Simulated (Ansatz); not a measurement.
# Run report: GaN, band-structure calculation

The run: band-structure calculation of GaN (Fm-3m, 2 atoms in the cell). Method and program: DFT, PBE, plane waves, PAW, no spin polarisation (Ansatz 0.2.0).

The structure was built on a prototype by a generator. The geometry comes from this level: r2SCAN (a point of a series of strains). It belongs to a series of runs on one base structure; here: hydrostatic strain -3.0%. Figures and captions count atoms from 1; the log counts them from 0 in places.

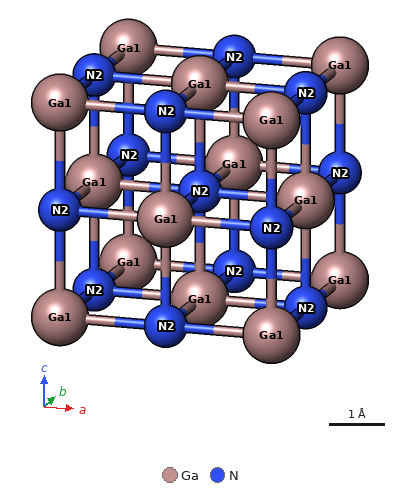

The structure (ball-and-stick view of the cell 4 times as large as that of the calculation, set on its symmetry axes, seen slightly off an axis; atoms are numbered from 1 in the order of the input). An atom can appear more than once, as a periodic image.

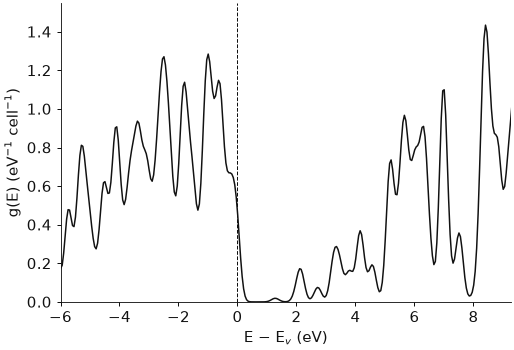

Density of states (the curve is built from the levels of the k mesh with Gaussians 0.3 eV wide, which also blur the band edges), with energies from the valence-band top. There is a gap of 1.28 eV on the k-point mesh. Small ripples come from the finite k-point mesh.

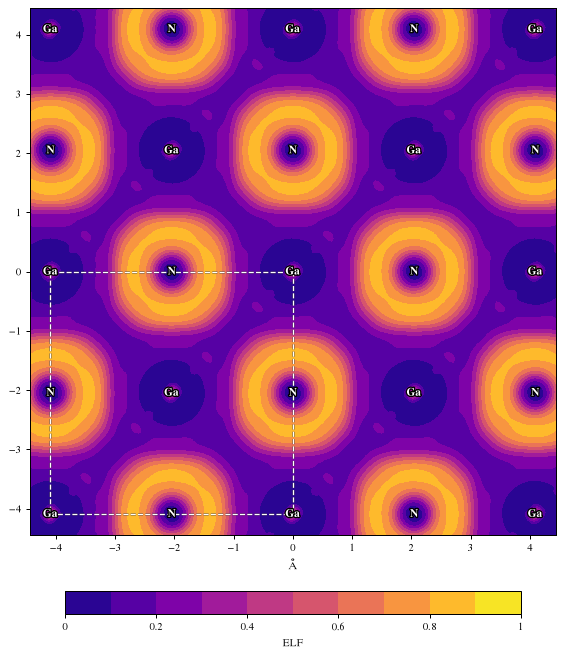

Electron localisation function on the (001) plane of the conventional cell. Atoms in the plane: Ga and N. Ga–N (2.05 Å): the ELF is about 0.35 at the midpoint. The strong features right at Ga lie inside the PAW spheres (semicore, d or f shells) and say nothing about bonding. The fields are those of the smooth PAW valence density.

The input that produced these results follows, with the program's output.

**The input**
```yaml
crystal:
  lattice:
    - [0.0, 2.0452597773, 2.0452597773]
    - [2.0452597773, 0.0, 2.0452597773]
    - [2.0452597773, 2.0452597773, 0.0]
  atoms:
    - { symbol: Ga, position: [0.0, 0.0, 0.0] }
    - { symbol: "N", position: [0.5, 0.5, 0.5] }
kpoints:
  mp_grid: { grid: [10, 10, 10] }
  band_path:
    path:
      - [0.0, 0.0, 0.0]
      - [0.5, 0.0, 0.5]
      - [0.625, 0.25, 0.625]
      - [0.375, 0.375, 0.75]
      - [0.5, 0.5, 0.5]
      - [0.5, 0.25, 0.75]
      - [0.179687, 0.179688, 0.356771]
      - [0.0, 0.5, 0.5]
    npoints: 1
hamiltonian:
  xc: pbe
scf:
  occupations: { method: fermi_dirac, width: 0.02 }
  n_extra_bands: 4
output:
  forces: true
  stress: true
  eigenvalues: true
  write_density: true
  write_potential: true
  elf: true
  volumetric_format: npy
```

Run as:
```bash
ansatz run input.yaml --threads 2 --pin off --max-ram 29491MiB --backend cpu --events-out ev --progress --plain --runs-dir out
```

**Log**
```
scf.n_extra_bands = 4 over 9 filled bands (N_el = 18.0): the run solves 13 bands
Engine: ansatz 0.2.0, x86_64-unknown-linux-gnu
Pseudopotentials: kind: paw
Pseudopotential: Ga, paw, valence charge 13, recommended cutoff 420 eV (normal), Ga.paw.azcp
Pseudopotential: N, paw, valence charge 5, recommended cutoff 420 eV (normal), N.paw.azcp
Functional definition: PBE
  parameter kappa = 0.804
  parameter beta = 0.06672455060314922
  exchange = pbe_x(kappa = kappa, mu = beta*pi^2/3)
  correlation = pbe_c(beta = beta)
Crystal: 2 atoms, lattice volume = 17.111 Å³
Basis set: ecut = 420 eV, 331 PW (Γ), exchange–correlation on 40×40×40 points (8 copies of the dense FFT grid, shifted against one another)
Bands: 13, of which v1, the nominal top of the filled ones, is band 9 counted from 1 (8 counted from 0)
Symmetry: 48 space group operations
Space group: Fm-3m (ITA 225), of the structure as read, at distance tolerance 2.6e-5 Å
k-points: 47 of 1000
Non-local potential: Ga, projectors of the file, l = 0: 2, l = 1: 2, l = 2: 3, l = 3: 1
Non-local potential: N, projectors of the file, l = 0: 2, l = 1: 2, l = 2: 1
PAW form: soft (Blöchl's): semilocal exchange-correlation on the pseudo side does not see the compensation charge
PAW one-centre angular grid: Ga, 590 points (default); XC on 64 Gauss nodes
PAW one-centre angular grid: N, 110 points (default); XC on 64 Gauss nodes
Initial density: superposition of atomic densities (neutral atoms: chi_scale 0, normalization atom), corrected by the library's trained network
Initial wavefunctions: pseudopotential atomic-orbital guess
Functional: x = pbe(κ = 0.804, μ = 0.2195149727645171), c = pbe(β = 0.06672455060314922)
SCF iter   1: F=—  HF=-4166.731542 eV  |F-HF|=—  |Δ(HF+E_count)|=         —  Δρ=2.60e-3  dr2=7.87e-4  ethr=1.77e-3  ⟨swp⟩=4.7  Hψ=3174  notcnv=0
preconditioner: auto → none  [insulator: Δε(μ)=1.260 eV  Ē_g=20.270 eV  σ=0.020 eV  W_gap=1.00  n_scr=8 (ndim 8)  ℏωp=38.1 eV  f_vac=0.000  D(μ)=0.00/eV (n_scr^D=0)  ε∞_Penn≈4.5]
SCF iter   2: F=—  HF=-4166.731433 eV  |F-HF|=—  |Δ(HF+E_count)|=   1.09e-4  Δρ=1.28e-3  dr2=1.48e-4  ethr=4.37e-6  ⟨swp⟩=2.0  Hψ=1284  notcnv=0
SCF iter   3: F=—  HF=-4166.731469 eV  |F-HF|=—  |Δ(HF+E_count)|=   3.52e-5  Δρ=2.38e-4  dr2=5.96e-6  ethr=8.22e-7  ⟨swp⟩=2.1  Hψ=961  notcnv=0
SCF iter   4: F=—  HF=-4166.731460 eV  |F-HF|=—  |Δ(HF+E_count)|=   8.47e-6  Δρ=8.76e-5  dr2=3.74e-7  ethr=3.31e-8  ⟨swp⟩=2.0  Hψ=1018  notcnv=0
iter 5 did not close the SCF: its close was put off for the readings that it lacked (scf_convergence_deferred on its scf_iter line)
SCF iter   5: F=-4166.731460 eV  HF=-4166.731460 eV  |F-HF|=1.30e-9  |Δ(HF+E_count)|=   2.16e-7  Δρ=8.04e-6  dr2=5.52e-9  ethr=2.08e-9  ⟨swp⟩=2.2  Hψ=1036  notcnv=0
SCF iter   6: F=-4166.731460 eV  HF=-4166.731460 eV  |F-HF|=9.09e-13  |Δ(HF+E_count)|=   2.36e-9  Δρ=2.13e-6  dr2=4.13e-10  ethr=3.07e-11  ⟨swp⟩=4.1  Hψ=2982  notcnv=0
SCF 1 converged in 6 iterations: F = -4166.731460 eV  dr2 = 4.13e-10
  greatest PAW one-centre occupation: 0.997 electrons in one spin orbital (limit 2), on the Ga atom at site 0 (counted from 0), in its partial waves of l = 2
NSCF: frozen V_eff on 8 k-points
SCF converged after 6 iterations
Free energy (F): -4166.731460 eV
Harris-Foulkes:  -4166.731460 eV  (|F-HF|=9.09e-13)
Internal energy: -4166.731460 eV  (E = F + TS)
E sigma→0 (E₀):  -4166.731460 eV
Fermi energy:    15.638397 eV
--- Per-component energies (eV) ---
  E_band       = 77.492977
  E_kinetic    = 253.188768
  E_local      = -1583.515348  (includes V_loc(G=0)·N_el)
  E_nonlocal   = 478.024947
  E_hartree    = 755.018948
  E_xc         = -130.245467
  E_vxc        = -136.338891  (∫ρ·V_xc dr)
  E_paw        = -2124.289020  (= ΣΔE_a)
  E_vpaw       = -443.904069  (= ΣTr[D̂ρ^β])
  E_aug_tail   = 0.000040  (compensation charges beyond the density's cutoff)
  E_ewald      = -1814.914328
  E_smearing   = -0.000000  (= −TS)
  E_closure    = 0.000000  (closes the sum)
  Σ components = -4166.731460   (vs F -4166.731460, Δ=0.00e0)
--- Forces (eV/Å), atoms counted from 1 ---
  atom   1  Ga    -0.00000000     0.00000000     0.00000000
  atom   2  N      0.00000000    -0.00000000    -0.00000000
  max |Σ_I F_I| component: 1.37e-29 eV/Å
--- Stress (GPa, compression-positive) ---
       35.848684      -0.000000      -0.000000
        0.000000      35.848684      -0.000000
        0.000000      -0.000000      35.848684
  P = ⅓ Tr σ = 35.8487 GPa (358.487 kbar)
--- Band table (eV; the first three rows and the last of 47) ---
  k-point 0: bands = ["-3.3226", "0.9489", "0.9489", "0.9489", "1.0707", "1.0707", "14.3715", "14.3715", "14.3715", "18.4170", "30.1884", "30.1884", "30.1884"]
  k-point 1: bands = ["-3.1082", "0.9366", "0.9605", "0.9605", "1.0529", "1.0529", "13.2673", "14.4049", "14.4049", "19.2673", "27.7849", "29.7080", "29.7080"]
  k-point 2: bands = ["-2.4846", "0.9031", "0.9239", "0.9239", "1.0743", "1.0743", "11.1562", "14.5020", "14.5020", "20.4559", "25.8262", "27.9816", "27.9816"]
  k-point 46: bands = ["-0.9399", "0.8527", "0.9841", "1.0324", "1.3126", "3.9593", "8.4420", "9.7659", "10.2408", "20.3155", "25.1531", "26.5240", "26.6355"]
```

**File bands.tsv**
```
# k_distance	band_0	band_1	band_2	band_3	band_4	band_5	band_6	band_7	band_8	band_9	band_10	band_11	band_12
# fermi_ev = 15.638397
# lock_threshold_ev = 1e-6
# [0, 0, 0] at k_distance = 0.000000
# [0.5, 0, 0.5] at k_distance = 1.536036
# [0.625, 0.25, 0.625] at k_distance = 2.079107
# [0.375, 0.375, 0.75] at k_distance = 3.019733
# [0.5, 0.5, 0.5] at k_distance = 3.960359
# [0.5, 0.25, 0.75] at k_distance = 5.046500
# [0.179687, 0.179688, 0.356771] at k_distance = 6.058731
# [0, 0.5, 0.5] at k_distance = 7.188562
# levels_relative_to = fermi_ev
# free_energy_ev = -4166.731460
# largest_residual_norms_ev = 1.331e-4 4.904e-4 4.721e-4 4.874e-4 7.707e-4 5.169e-4 4.003e-4 3.968e-4 6.264e-4 1.193e-3 7.877e-4 1.028e-3 7.828e-4
0.000000	-18.960991	-14.689496	-14.689496	-14.689496	-14.567668	-14.567668	-1.266854	-1.266854	-1.266854	2.778594	14.550002	14.550002	14.550002
1.536036	-16.929131	-14.934973	-14.426012	-14.325903	-14.325903	-11.424488	-8.546612	-4.058837	-4.058837	0.620356	7.286079	12.308341	15.191136
2.079107	-16.574389	-14.849929	-14.615345	-14.519469	-14.372021	-11.945339	-7.443432	-6.775777	-2.999394	3.190006	8.852427	11.380924	13.022802
3.019733	-16.574389	-14.849929	-14.615345	-14.519469	-14.372021	-11.945339	-7.443432	-6.775777	-2.999394	3.190006	8.852427	11.380924	13.022802
3.960359	-15.399208	-15.034968	-14.913133	-14.913133	-14.396398	-14.396398	-9.402990	-0.795430	-0.795430	4.489870	9.055267	9.055267	10.136865
5.046500	-16.533423	-14.702329	-14.702329	-14.686612	-14.325753	-11.706622	-6.555857	-6.555857	-5.491978	5.310056	10.214507	10.301723	10.301723
6.058731	-17.321231	-14.796416	-14.776234	-14.751689	-14.575184	-14.351871	-5.547212	-3.181484	-0.621370	6.369510	8.987067	9.742346	10.968870
7.188562	-16.929131	-14.934973	-14.426012	-14.325903	-14.325903	-11.424488	-8.546612	-4.058837	-4.058837	0.620356	7.286079	12.308341	15.191136
```

**File rho_z.tsv**
```
# z_ang	rho[e/angstrom^3]
# format = ansatz-planar-average/11
# lattice	0.000000000	2.045259777	2.045259777
# lattice	2.045259777	0.000000000	2.045259777
# lattice	2.045259777	2.045259777	0.000000000
# sites	2
# site	31	0.000000000	0.000000000	0.000000000
# site	7	2.045259777	2.045259777	2.045259777
0.000000	2.470851e0
0.144622	2.182570e0
0.289243	1.552011e0
0.433865	9.916038e-1
0.578487	6.877381e-1
0.723109	5.948226e-1
0.867730	6.170419e-1
1.012352	6.859392e-1
1.156974	7.573836e-1
1.301595	8.048387e-1
1.446217	8.203474e-1
1.590839	8.048387e-1
1.735460	7.573836e-1
1.880082	6.859392e-1
2.024704	6.170419e-1
2.169326	5.948226e-1
2.313947	6.877381e-1
2.458569	9.916038e-1
2.603191	1.552011e0
2.747812	2.182570e0
```

**Results in brief**

```json
{"quantity": "outcome", "value": "converged"}
{"quantity": "space group (tolerance 0.01 Å)", "value": "Fm-3m (225)"}
{"quantity": "electrons treated", "value": "18"}
{"quantity": "free energy", "value": "−4166.7315 eV"}
{"quantity": "Fermi energy", "value": "15.638 eV"}
{"quantity": "gap on the k-point mesh", "value": "1.28 eV"}
{"quantity": "pressure", "value": "35.85 GPa"}
{"quantity": "largest force (length of the vector)", "value": "under 0.001 eV/Å"}
{"quantity": "hardware", "value": "2 threads of AMD EPYC (Zen 3), 1656 GiB of memory available, shared host"}
{"quantity": "wall time", "value": "0.6 s (CPU time 0.96 s)"}
{"quantity": "peak memory", "value": "0.41 GiB"}
```

The cell is under a pressure of 36 GPa at this level, so it is not at its equilibrium volume.
